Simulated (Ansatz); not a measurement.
# Geometry relaxation of WS$_{2}$

WS$_{2}$ (P6₃/mmc, 6 atoms in the cell), computed with DFT PBE, scalar-relativistic, plane waves, PAW, no spin polarisation (Ansatz 0.2.0).

The structure derives from a Materials Project entry. It belongs to a series of runs on one base structure; here: strain along c alone, the other axes held, atoms relaxed: -2.0 %. Figures and captions count atoms from 1; the log counts them from 0 in places.

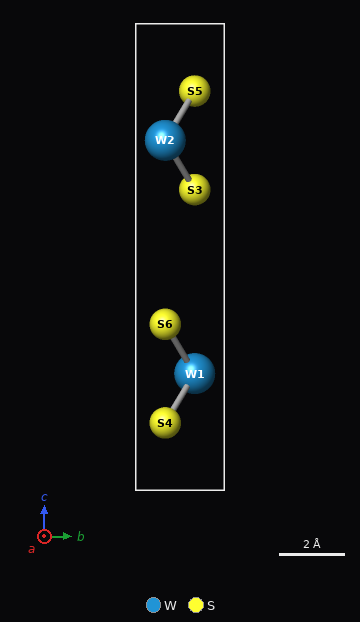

Figure 1. The starting structure (ball-and-stick view of the cell of the calculation, along the a axis; atoms are numbered from 1 in the order of the input). An atom can appear more than once, as a periodic image. Near neighbours in the periodic cell (some may lie outside the picture): W has 6 S at 2.40 Å; S has 3 W at 2.40 Å.

### Input file
```yaml
crystal:
  lattice:
    - [3.1877751512, 0.0, 0.0]
    - [-1.5938875756, 2.7606942625, 0.0]
    - [0.0, 0.0, 14.5738750999]
  atoms:
    - { symbol: W, position: [0.3333333333, 0.6666666667, 0.25] }
    - { symbol: W, position: [0.6666666667, 0.3333333333, 0.75] }
    - { symbol: S, position: [0.3333333333, 0.6666666667, 0.6443542753] }
    - { symbol: S, position: [0.6666666667, 0.3333333333, 0.1443542753] }
    - { symbol: S, position: [0.3333333333, 0.6666666667, 0.8556457247] }
    - { symbol: S, position: [0.6666666667, 0.3333333333, 0.3556457247] }
basis:
  ecutwfc: 420
kpoints:
  mp_grid: { grid: [12, 12, 2] }
hamiltonian:
  xc: pbe
scf:
  occupations: { method: gaussian, width: 0.02 }
output:
  forces: true
  stress: true
  eigenvalues: true
relax:
  adjacent_minimum: "off"
  f_tol: 0.008
  max_steps: 40
```

Launch command:
```bash
ansatz run input.yaml --threads 1 --pin off --max-ram 2560MiB --backend cpu --events-out ev --progress --plain --runs-dir out
```

### Output
```
Warning: output.stress: scf.convergence.dr2_threshold = 6.4e-8 eV (the default of a walk held to its f_tol) is looser than the 6e-10 eV advised for a printed stress (1e-10 eV for each atom of the cell: 6). What an SCF threshold leaves in a stress goes as its square root, and in the free energy as the threshold itself, and one threshold admits the most on a small cell: of the crystals measured, under no hybrid functional and no lock of the moments, on runs that ended without the residual-converged pass, on stresses that held no estimate of that error, the worst erred by over 100 MPa in a component at 1e-7 eV an atom and by under 5 at 1e-10. Every solve of this run answers to scf.convergence.dr2_threshold, and the tensor of one is reported: a single SCF on the reported geometry and on this run's grids (its basis.xc_grid and basis.ecutrho_ratio typed), with scf.convergence.dr2_threshold at 6e-10 eV or tighter, prints it and tightens no other solve. Else set scf.convergence.dr2_threshold to 6e-10 eV or tighter. The threshold is an SCF's pass mark: one that does not reach it within its budget of iterations ends unconverged, or closes short of it on a stop that the run arms, and scf.convergence.dr2_threshold's page says what that costs each kind of run
Engine: ansatz 0.2.0, x86_64-unknown-linux-gnu
Pseudopotentials: kind: paw
Pseudopotential: W, paw, valence charge 14, recommended cutoff 420 eV (normal), W.paw.azcp
Pseudopotential: S, paw, valence charge 6, recommended cutoff 420 eV (normal), S.paw.azcp
Functional definition: PBE
  parameter kappa = 0.804
  parameter beta = 0.06672455060314922
  exchange = pbe_x(kappa = kappa, mu = beta*pi^2/3)
  correlation = pbe_c(beta = beta)
Crystal: 6 atoms, lattice volume = 128.257 Å³
Basis set: ecut = 420 eV, 2509 PW (Γ), exchange–correlation on 48×48×200 points (8 copies of the dense FFT grid, shifted against one another)
Bands: 32, of which v1, the nominal top of the filled ones, is band 26 counted from 1 (25 counted from 0)
Symmetry: 24 space group operations
Space group: P63/mmc (ITA 194), of the structure as read, at distance tolerance 5.0e-5 Å
k-points: 38 of 288
Non-local potential: W, projectors of the file, l = 0: 3, l = 1: 2, l = 2: 2, l = 3: 1
Non-local potential: S, projectors of the file, l = 0: 2, l = 1: 2, l = 2: 2
PAW form: soft (Blöchl's): semilocal exchange-correlation on the pseudo side does not see the compensation charge
PAW one-centre angular grid: W, 590 points (default); XC on 64 Gauss nodes
PAW one-centre angular grid: S, 110 points (default); XC on 64 Gauss nodes
Initial density: superposition of atomic densities (neutral atoms: chi_scale 0, normalization atom), corrected by the library's trained network
Initial wavefunctions: pseudopotential atomic-orbital guess
Functional: x = pbe(κ = 0.804, μ = 0.2195149727645171), c = pbe(β = 0.06672455060314922)
SCF iter   1: F=—  HF=-24382.840606 eV  |F-HF|=—  |Δ(HF+E_count)|=         —  Δρ=5.45e-3  dr2=6.07e-2  ethr=1.77e-3  ⟨swp⟩=7.7  Hψ=5942  notcnv=0
preconditioner: auto → Resta (q_TF=auto, 2.347 Å⁻¹)  ε∞=6.5  [insulator: Δε(μ)=1.311 eV  Ē_g=8.382 eV  σ=0.020 eV  W_gap=1.00  n_scr=28 (ndim 8)  ℏωp=19.7 eV  f_vac=0.181  D(μ)=0.00/eV (n_scr^D=0)  ε∞_Penn≈6.5]
SCF iter   2: F=—  HF=-24382.839111 eV  |F-HF|=—  |Δ(HF+E_count)|=   1.50e-3  Δρ=2.71e-3  dr2=5.51e-3  ethr=1.17e-4  ⟨swp⟩=2.4  Hψ=2022  notcnv=0  defer=61
SCF iter   3: F=—  HF=-24382.842173 eV  |F-HF|=—  |Δ(HF+E_count)|=   3.06e-3  Δρ=1.28e-3  dr2=1.73e-3  ethr=1.06e-5  ⟨swp⟩=2.1  Hψ=1853  notcnv=0  defer=61
SCF iter   4: F=—  HF=-24382.843314 eV  |F-HF|=—  |Δ(HF+E_count)|=   1.14e-3  Δρ=1.79e-4  dr2=8.91e-5  ethr=3.32e-6  ⟨swp⟩=2.0  Hψ=1804  notcnv=0  defer=61
SCF iter   5: F=—  HF=-24382.843200 eV  |F-HF|=—  |Δ(HF+E_count)|=   1.15e-4  Δρ=6.22e-5  dr2=1.35e-5  ethr=1.71e-7  ⟨swp⟩=2.0  Hψ=1822  notcnv=0  defer=61
SCF iter   6: F=-24382.843205 eV  HF=-24382.843204 eV  |F-HF|=8.86e-7  |Δ(HF+E_count)|=   4.33e-6  Δρ=2.04e-5  dr2=8.69e-7  ethr=3.08e-9  ⟨swp⟩=9.2  Hψ=6524  notcnv=0
SCF 1 converged in 6 iterations: F = -24382.843205 eV  dr2 = 8.69e-7
  greatest PAW one-centre occupation: 1.000 electrons in one spin orbital (limit 2), on the W atom at site 1 (counted from 0), in its partial waves of l = 0
relax step   1: F+E_penalty+E_count = -24382.84320479 eV  Δ(F+E_penalty+E_count) = +0.000e0 eV  max|allowed force component| = 6.370e-1 eV/Å  Δτ_max = 0.0000 Å  (6 SCF iters, dr2 threshold 1.60e-6 eV, accepted)
Initial density: handed on by an earlier stage of this run
Initial wavefunctions: those handed on with the density
iter 1 solved again at ethr=3.99e-5 eV; its pass at ethr=3.10e-3 eV (dr2=2.08e-2 eV) is discarded
SCF iter   1: F=—  HF=-24382.876947 eV  |F-HF|=—  |Δ(HF+E_count)|=         —  Δρ=3.68e-3  dr2=2.04e-2  ethr=3.99e-5  ⟨swp⟩=2.2  Hψ=4502  notcnv=0  defer=60
preconditioner: auto → Resta (q_TF=auto, 2.347 Å⁻¹)  ε∞=6.7  [insulator: Δε(μ)=1.627 eV  Ē_g=8.262 eV  σ=0.020 eV  W_gap=1.00  n_scr=28 (ndim 8)  ℏωp=19.7 eV  f_vac=0.162  D(μ)=0.00/eV (n_scr^D=0)  ε∞_Penn≈6.7]
SCF iter   2: F=—  HF=-24382.873215 eV  |F-HF|=—  |Δ(HF+E_count)|=   3.73e-3  Δρ=1.71e-3  dr2=3.43e-3  ethr=3.92e-5  ⟨swp⟩=2.3  Hψ=1753  notcnv=0  defer=60
SCF iter   3: F=—  HF=-24382.872464 eV  |F-HF|=—  |Δ(HF+E_count)|=   7.51e-4  Δρ=8.57e-4  dr2=9.36e-4  ethr=6.59e-6  ⟨swp⟩=2.4  Hψ=1748  notcnv=0  defer=60
SCF iter   4: F=—  HF=-24382.872265 eV  |F-HF|=—  |Δ(HF+E_count)|=   1.99e-4  Δρ=1.25e-4  dr2=5.84e-5  ethr=1.80e-6  ⟨swp⟩=2.3  Hψ=1774  notcnv=0  defer=60
SCF iter   5: F=-24382.872269 eV  HF=-24382.872268 eV  |F-HF|=1.60e-6  |Δ(HF+E_count)|=   2.62e-6  Δρ=3.27e-5  dr2=4.67e-6  ethr=4.88e-8  ⟨swp⟩=11.1  Hψ=5945  notcnv=0
SCF 2 converged in 5 iterations: F = -24382.872269 eV  dr2 = 4.67e-6
relax step   2: F+E_penalty+E_count = -24382.87226939 eV  Δ(F+E_penalty+E_count) = -2.906e-2 eV  max|allowed force component| = 3.129e-1 eV/Å  Δτ_max = 0.0477 Å  (5 SCF iters, dr2 threshold 2.54e-5 eV, accepted)
SCF iter   1: F=—  HF=-24382.883148 eV  |F-HF|=—  |Δ(HF+E_count)|=         —  Δρ=1.28e-3  dr2=2.47e-3  ethr=4.74e-5  ⟨swp⟩=3.6  Hψ=3120  notcnv=0  defer=60
preconditioner: auto → Resta (q_TF=auto, 2.347 Å⁻¹)  ε∞=6.6  [insulator: Δε(μ)=1.589 eV  Ē_g=8.296 eV  σ=0.020 eV  W_gap=1.00  n_scr=28 (ndim 8)  ℏωp=19.7 eV  f_vac=0.170  D(μ)=0.00/eV (n_scr^D=0)  ε∞_Penn≈6.6]
SCF iter   2: F=—  HF=-24382.882700 eV  |F-HF|=—  |Δ(HF+E_count)|=   4.47e-4  Δρ=5.93e-4  dr2=3.81e-4  ethr=4.75e-6  ⟨swp⟩=2.2  Hψ=1822  notcnv=0  defer=60
SCF iter   3: F=—  HF=-24382.882613 eV  |F-HF|=—  |Δ(HF+E_count)|=   8.75e-5  Δρ=2.80e-4  dr2=9.51e-5  ethr=7.33e-7  ⟨swp⟩=2.5  Hψ=1760  notcnv=0  defer=60
SCF iter   4: F=-24382.882592 eV  HF=-24382.882593 eV  |F-HF|=1.23e-6  |Δ(HF+E_count)|=   2.00e-5  Δρ=3.98e-5  dr2=4.08e-6  ethr=1.18e-8  ⟨swp⟩=9.4  Hψ=6446  notcnv=0
SCF 3 converged in 4 iterations: F = -24382.882592 eV  dr2 = 4.08e-6
relax step   3: F+E_penalty+E_count = -24382.88259156 eV  Δ(F+E_penalty+E_count) = -1.032e-2 eV  max|allowed force component| = 4.094e-3 eV/Å  Δτ_max = 0.0166 Å  (4 SCF iters, dr2 threshold 6.12e-6 eV, accepted)
iter 1 solved again at ethr=7.86e-9 eV; its pass at ethr=3.10e-3 eV (dr2=4.09e-6 eV) is discarded
SCF iter   1: F=—  HF=-24382.882573 eV  |F-HF|=—  |Δ(HF+E_count)|=         —  Δρ=3.99e-5  dr2=4.09e-6  ethr=7.86e-9  ⟨swp⟩=1.0  Hψ=3344  notcnv=0
preconditioner: auto → Resta (q_TF=auto, 2.347 Å⁻¹)  ε∞=6.6  [insulator: Δε(μ)=1.593 eV  Ē_g=8.302 eV  σ=0.020 eV  W_gap=1.00  n_scr=28 (ndim 8)  ℏωp=19.7 eV  f_vac=0.170  D(μ)=0.00/eV (n_scr^D=0)  ε∞_Penn≈6.6]
SCF iter   2: F=—  HF=-24382.882593 eV  |F-HF|=—  |Δ(HF+E_count)|=   1.94e-5  Δρ=2.58e-5  dr2=1.72e-6  ethr=7.86e-9  ⟨swp⟩=1.1  Hψ=1158  notcnv=0
SCF iter   3: F=—  HF=-24382.882593 eV  |F-HF|=—  |Δ(HF+E_count)|=   1.80e-7  Δρ=1.40e-5  dr2=9.33e-7  ethr=3.31e-9  ⟨swp⟩=2.3  Hψ=1724  notcnv=0
SCF iter   4: F=-24382.882593 eV  HF=-24382.882593 eV  |F-HF|=3.16e-8  |Δ(HF+E_count)|=   6.33e-8  Δρ=4.44e-6  dr2=3.27e-8  ethr=1.23e-10  ⟨swp⟩=5.6  Hψ=5521  notcnv=0
SCF 4 converged in 4 iterations: F = -24382.882593 eV  dr2 = 3.27e-8
relax step   4: F+E_penalty+E_count = -24382.88259292 eV  Δ(F+E_penalty+E_count) = -1.359e-6 eV  max|allowed force component| = 3.983e-3 eV/Å  Δτ_max = 0.0000 Å  (4 SCF iters, accepted)
```

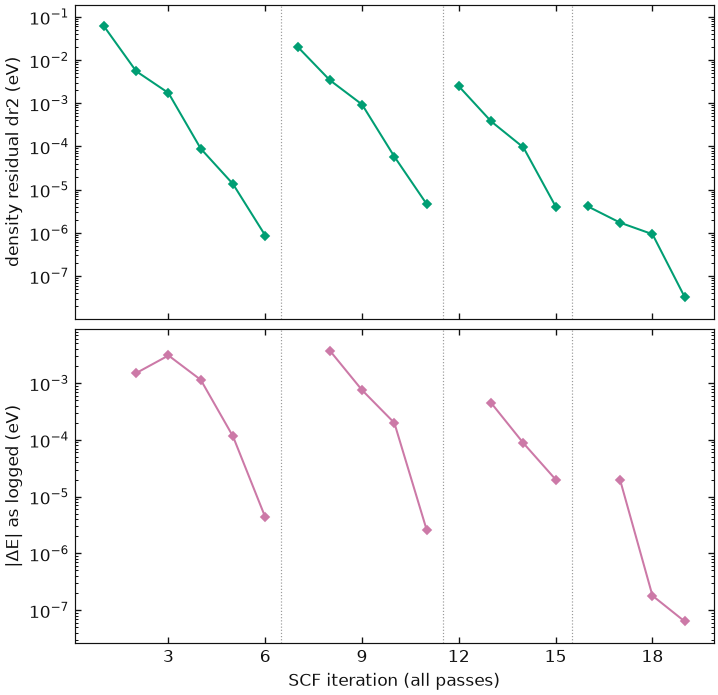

Figure 2. Convergence of the self-consistent field: density residual dr2 and size of the energy change against the SCF iteration. The dotted lines part the SCF passes of the relaxation: geometry steps, rejected trials and re-solves on a re-selected basis. The passes take 6, 5, 4 and 4 iterations.

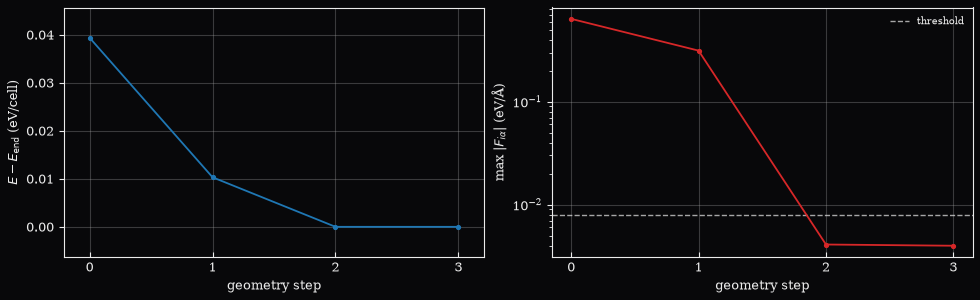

Figure 3. Progress of the relaxation, step by step (the first geometry is step 0 here and step 1 in the log).

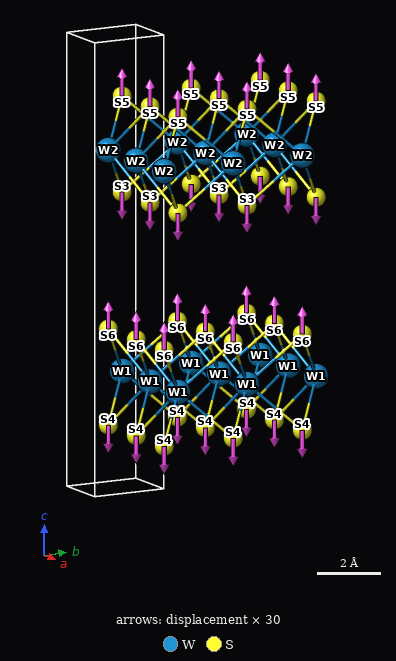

Figure 4. The starting structure with the displacements as pink arrows, magnified 30 times (ball-and-stick view of the cell of the calculation, repeated 3 × 3 × 1, seen slightly off an axis). After 3 geometry steps the energy has fallen by 39.4 meV per cell of the calculation. Largest force component: 0.64 eV/Å at the start, 0.004 eV/Å at the end. The largest moves, 0.031 Å, are those of S3, S4, S5 and S6. W stays in place. The cell doesn't change. Among the contacts that change: W1–S4 2.400 → 2.420 Å. The space group stays P6_3/mmc (No. 194). (Atoms are counted from 1 in the order of the input.)

```
SCF converged after 4 iterations
Free energy (F): -24382.882593 eV
Harris-Foulkes:  -24382.882593 eV  (|F-HF|=3.16e-8)
Internal energy: -24382.882593 eV  (E = F + TS)
E sigma→0 (E₀):  -24382.882593 eV
Fermi energy:    9.248586 eV
--- Per-component energies (eV) ---
  E_band       = -519.012970
  E_kinetic    = 1330.037944
  E_local      = -5177.352660  (includes V_loc(G=0)·N_el)
  E_nonlocal   = 114.498491
  E_hartree    = 2156.256658
  E_xc         = -923.304743
  E_vxc        = -828.673266  (∫ρ·V_xc dr)
  E_paw        = -19526.115458  (= ΣΔE_a)
  E_vpaw       = -270.043102  (= ΣTr[D̂ρ^β])
  E_aug_tail   = -0.000123  (compensation charges beyond the density's cutoff)
  E_ewald      = -2356.902704
  E_smearing   = -0.000000  (= −TS)
  E_closure    = -0.000000  (closes the sum)
  Σ components = -24382.882593   (vs F -24382.882593, Δ=0.00e0)
--- Forces (eV/Å), atoms counted from 1 ---
  atom   1  W      0.00000000     0.00000000     0.00000000
  atom   2  W     -0.00000000    -0.00000000     0.00000000
  atom   3  S     -0.00000000     0.00000000    -0.00398273
  atom   4  S      0.00000000    -0.00000000    -0.00398273
  atom   5  S     -0.00000000     0.00000000     0.00398273
  atom   6  S      0.00000000    -0.00000000     0.00398273
  max |Σ_I F_I| component: 4.63e-18 eV/Å
--- Stress (GPa, compression-positive) ---
        0.020799       0.000000      -0.000000
       -0.000000       0.020799      -0.000000
       -0.000000      -0.000000       0.075722
  P = ⅓ Tr σ = 0.0391 GPa (0.391 kbar)
--- Band table (eV; the first three rows and the last of 38) ---
  k-point 0: bands = ["-65.7259", "-65.7259", "-29.9980", "-29.9979", "-29.8501", "-29.8501", "-29.8501", "-29.8501", "-6.4985", "-6.4770", "-4.8865", "-4.8408", "1.8274", "2.0249", "5.3960", "5.3960", "5.3969", "5.3969", "5.8193", "6.4898", "6.6193", "6.6193", "6.6227", "6.6227", "7.9802", "8.4527", "11.1101", "11.1101", "11.1111", "11.1111", "11.2527", "11.2527"]
  k-point 1: bands = ["-65.7259", "-65.7259", "-29.9980", "-29.9980", "-29.8501", "-29.8501", "-29.8501", "-29.8501", "-6.4879", "-6.4879", "-4.8636", "-4.8636", "1.9226", "1.9226", "5.3965", "5.3965", "5.3965", "5.3965", "6.1213", "6.1213", "6.6210", "6.6210", "6.6210", "6.6210", "8.2544", "8.2544", "11.1105", "11.1105", "11.1105", "11.1105", "11.2605", "11.2605"]
  k-point 2: bands = ["-65.7248", "-65.7248", "-29.9940", "-29.9939", "-29.8725", "-29.8725", "-29.8553", "-29.8553", "-6.3853", "-6.3638", "-4.8441", "-4.7999", "1.9634", "2.1609", "5.0997", "5.1014", "5.5068", "5.5082", "5.5310", "5.9129", "6.4411", "6.4449", "6.7262", "6.9799", "7.9565", "8.3451", "10.9330", "10.9976", "11.0348", "11.0699", "11.1503", "11.1688"]
  k-point 37: bands = ["-65.7075", "-65.7075", "-30.0937", "-30.0937", "-30.0614", "-30.0614", "-29.9301", "-29.9301", "-4.0812", "-4.0812", "-3.9647", "-3.9647", "2.5160", "2.5160", "2.9141", "2.9141", "3.7811", "3.7811", "4.3586", "4.3586", "5.0169", "5.0169", "5.8744", "5.8744", "8.2366", "8.2366", "10.0450", "10.0450", "11.5698", "11.5698", "12.2408", "12.2408"]
--- Relaxed structure (4 steps of the walk, 4 accepted, 0 SCFs on fresh bases) ---
  F+E_penalty+E_count = -24382.88259292 eV   max|allowed force component| = 3.983e-3 eV/Å
  atoms:
    - { symbol: W, position: [0.33333333333333337, 0.6666666666666667, 0.25] }
    - { symbol: W, position: [0.6666666666666666, 0.33333333333333337, 0.75] }
    - { symbol: S, position: [0.33333333333333337, 0.6666666666666667, 0.6422178475341164] }
    - { symbol: S, position: [0.6666666666666666, 0.33333333333333337, 0.14221784753411643] }
    - { symbol: S, position: [0.33333333333333337, 0.6666666666666667, 0.8577821524658836] }
    - { symbol: S, position: [0.6666666666666666, 0.33333333333333337, 0.3577821524658836] }
```

### Trajectory as extended XYZ (Å, eV, eV/Å), 4 frames, from step=1 to step=4
```
6
Lattice="3.1878 0.0000 0.0000 -1.5939 2.7607 0.0000 0.0000 0.0000 14.5739" Properties=species:S:1:pos:R:3:forces:R:3 step=1 energy=-24382.84321
W     0.0000    1.8405    3.6435    0.0000   0.0000   0.0000
W     1.5939    0.9202   10.9304    0.0000   0.0000   0.0000
S     0.0000    1.8405    9.3907    0.0000   0.0000  -0.6370
S     1.5939    0.9202    2.1038    0.0000   0.0000  -0.6370
S     0.0000    1.8405   12.4701    0.0000   0.0000   0.6370
S     1.5939    0.9202    5.1831    0.0000   0.0000   0.6370
6
Lattice="3.1878 0.0000 0.0000 -1.5939 2.7607 0.0000 0.0000 0.0000 14.5739" Properties=species:S:1:pos:R:3:forces:R:3 step=2 energy=-24382.87227
W     0.0000    1.8405    3.6435    0.0000   0.0000   0.0000
W     1.5939    0.9202   10.9304    0.0000   0.0000   0.0000
S     0.0000    1.8405    9.3430    0.0000   0.0000   0.3129
S     1.5939    0.9202    2.0561    0.0000   0.0000   0.3129
S     0.0000    1.8405   12.5178    0.0000   0.0000  -0.3129
S     1.5939    0.9202    5.2309    0.0000   0.0000  -0.3129
6
Lattice="3.1878 0.0000 0.0000 -1.5939 2.7607 0.0000 0.0000 0.0000 14.5739" Properties=species:S:1:pos:R:3:forces:R:3 step=3 energy=-24382.88259
W     0.0000    1.8405    3.6435    0.0000   0.0000   0.0000
W     1.5939    0.9202   10.9304    0.0000   0.0000   0.0000
S     0.0000    1.8405    9.3596    0.0000   0.0000  -0.0041
S     1.5939    0.9202    2.0727    0.0000   0.0000  -0.0041
S     0.0000    1.8405   12.5012    0.0000   0.0000   0.0041
S     1.5939    0.9202    5.2143    0.0000   0.0000   0.0041
6
Lattice="3.1878 0.0000 0.0000 -1.5939 2.7607 0.0000 0.0000 0.0000 14.5739" Properties=species:S:1:pos:R:3:forces:R:3 step=4 energy=-24382.88259
W     0.0000    1.8405    3.6435    0.0000   0.0000   0.0000
W     1.5939    0.9202   10.9304    0.0000   0.0000   0.0000
S     0.0000    1.8405    9.3596    0.0000   0.0000  -0.0040
S     1.5939    0.9202    2.0727    0.0000   0.0000  -0.0040
S     0.0000    1.8405   12.5012    0.0000   0.0000   0.0040
S     1.5939    0.9202    5.2143    0.0000   0.0000   0.0040
```

### Key numbers

- outcome: converged
- space group (tolerance 0.01 Å): P6₃/mmc (194)
- electrons treated: 52
- free energy: −24382.8826 eV
- Fermi energy: 9.249 eV
- gap on the k-point mesh: 1.59 eV
- pressure: 0.04 GPa
- final volume: 128.26 Å³
- largest force (length of the vector) at the end: 0.004 eV/Å
- final cell: a = 3.188 Å, b = 3.188 Å, c = 14.574 Å, α = 90.00°, β = 90.00°, γ = 120.00°
- hardware: 1 thread of Intel Xeon @ 2.50GHz (Skylake/Cascade Lake), 192 GiB of memory available, shared host
- wall time: 34 s
- peak memory: 0.51 GiB

The program warns: the SCF threshold is looser than advised for the printed stress. Spin–orbit coupling is left out, which matters for W.
